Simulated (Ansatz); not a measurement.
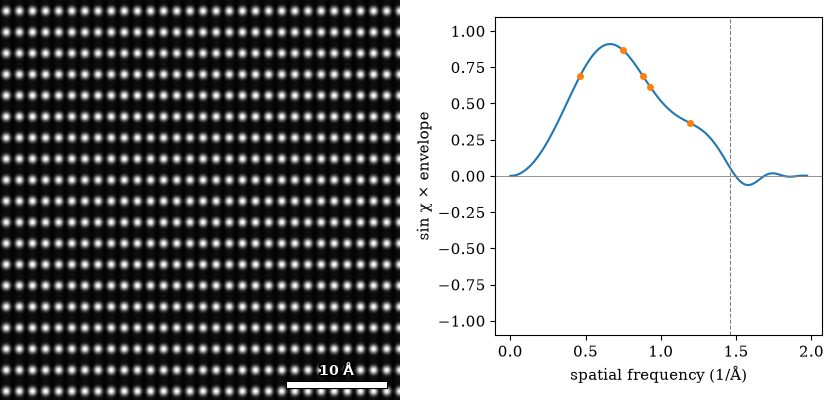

Phase-contrast TEM-like image of Ru (P6_3/mmc, No. 194) along [210]. Simulated in the weak-phase-object approximation with neutral-atom potentials: 300 kV, Cs = −15 µm, defocus +65 Å (negative is underfocus), defocus spread 15 Å, aperture 1.46 1/Å. Atomic positions: coordinates from a relaxation with Ansatz 0.2.0, DFT PBEsol, scalar-relativistic, plane waves, PAW; the starting structure was generated, so it need not be a known form of this composition.

The plot gives the contrast transfer function, the aperture (dashed) and the crystal's spatial frequencies that carry visible contrast (dots).

Q: Do the atom columns appear dark or bright, and why?

A: Bright. With negative Cs and overfocus sin χ is positive over the pass band, so the strongest columns (Ru) come out brighter than the background.

Q: What point resolution do these settings give, and which lattice spacings pass?

A: About 0.7 Å (0.66 |Cs|^(1/4) λ^(3/4) with λ = 0.0197 Å). The spacings that carry visible contrast are {004} at 2.15 Å, {110} at 1.34 Å, {114} at 1.14 Å, {008} at 1.08 Å, {118} at 0.84 Å.
